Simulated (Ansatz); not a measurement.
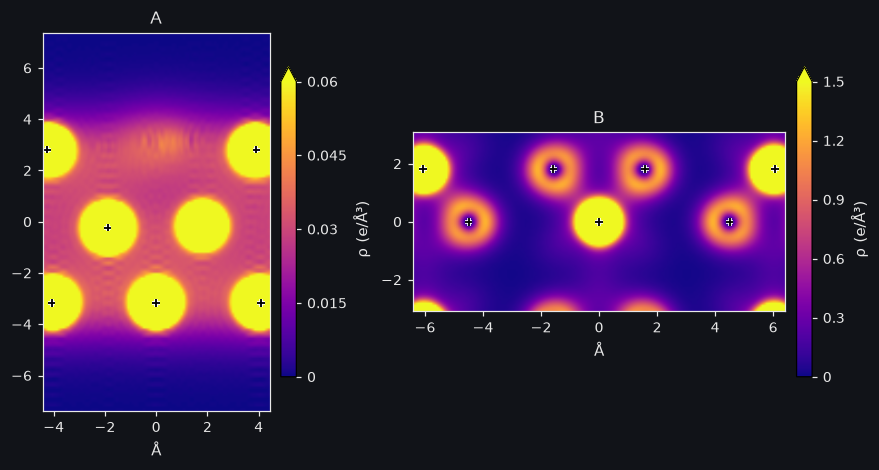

The valence charge density (pseudo) of 2 systems, each on a plane through atoms (crosses mark nuclei in the plane).

These are results of DFT PBE+D3(BJ), scalar-relativistic, plane waves, PAW in Ansatz, not measurements.

System 1: Na (slab), the (11̄0) plane of the calculation cell, a cut from vacuum to vacuum. 

System 2: WS2, the (110) plane of the conventional cell. Space group P6₃/mmc; a structure from a database of computed crystals, not necessarily the ambient phase.

```cif
data_structure
_symmetry_space_group_name_H-M 'P 1'
_symmetry_Int_Tables_number 1
_cell_length_a 3.1541
_cell_length_b 3.1541
_cell_length_c 12.1448
_cell_angle_alpha 90.000
_cell_angle_beta 90.000
_cell_angle_gamma 120.000
_cell_volume 104.63
loop_
_atom_site_label
_atom_site_type_symbol
_atom_site_fract_x
_atom_site_fract_y
_atom_site_fract_z
_atom_site_occupancy
W1 W 0.33333 0.66667 0.75000 1
W2 W 0.66667 0.33333 0.25000 1
S1 S 0.33333 0.66667 0.12034 1
S2 S 0.66667 0.33333 0.62034 1
S3 S 0.33333 0.66667 0.37966 1
S4 S 0.66667 0.33333 0.87966 1
```

Match each panel to its system.

Panel A is system 1, Na: the plane holds Na. Panel B is system 2, WS2: the plane holds W and S. W–S (2.41 Å): ρ is about 0.63 e/Å³ halfway.
